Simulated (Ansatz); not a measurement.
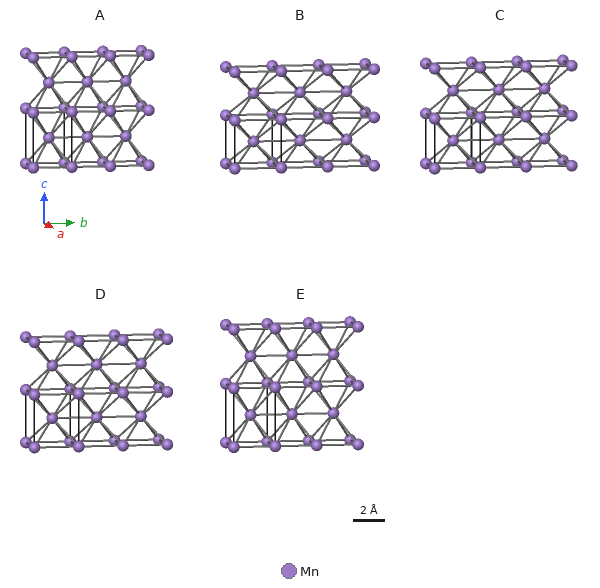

5 geometries from one relaxation of crystalline Mn (a generated structure, set up in Fm-3m), in shuffled order. Style: ball-and-stick. Shown: the cell of the calculation, repeated 1 × 3 × 2 with one cell outlined, slightly off an axis.

Phase: fcc.

These are results of Ansatz, DFT, r2SCAN, plane waves (500 eV) with PAW, scalar-relativistic, not measurements. Set-up: plane-wave cutoff 500 eV; k-point mesh 12 × 12 × 9; occupations fermi dirac; smearing width 0.05 eV; collinear spin; cell and atoms relaxed; force threshold 0.01 eV/Å; at most 60 steps.

Q: Put them in the order of the run, from the start to the converged end.

A: A, E, D, C, B. They are steps 0, 3, 6, 7, 15, at +114 meV per atom, +44.7 meV per atom, +22.6 meV per atom, +6.7 meV per atom relative to the last. Over 13 accepted moves (15 points after the start) the energy falls by 114 meV per atom. All forces vanish by symmetry, so only the cell relaxes. Pressure: 10.53 GPa at the start and 0.00 GPa at the end. The SCF was repeated twice at an unchanged geometry on a basis and grid sized afresh for the cell, which shifted the energy by 4.7 meV per atom at most. The atoms keep their places relative to the cell (all moves are under 0.005 Å). The volume changes by +27.4 %, with a = b 2.552 → 3.077 Å (+20.6 %), c 3.609 → 3.160 Å (−12.4 %). Among the contacts that change: Mn–Mn 2.552 → 3.077 Å, Mn–Mn 2.552 → 2.689 Å. The space group (tolerance 0.01 Å) goes from Fm-3m (No. 225) to I4/mmm (No. 139). Cost: 7.1 min on 1 thread of Intel(R) Xeon(R) Platinum 8259CL CPU @ 2.50GHz (Skylake/Cascade Lake), on a shared host, peak memory 0.7 GiB.
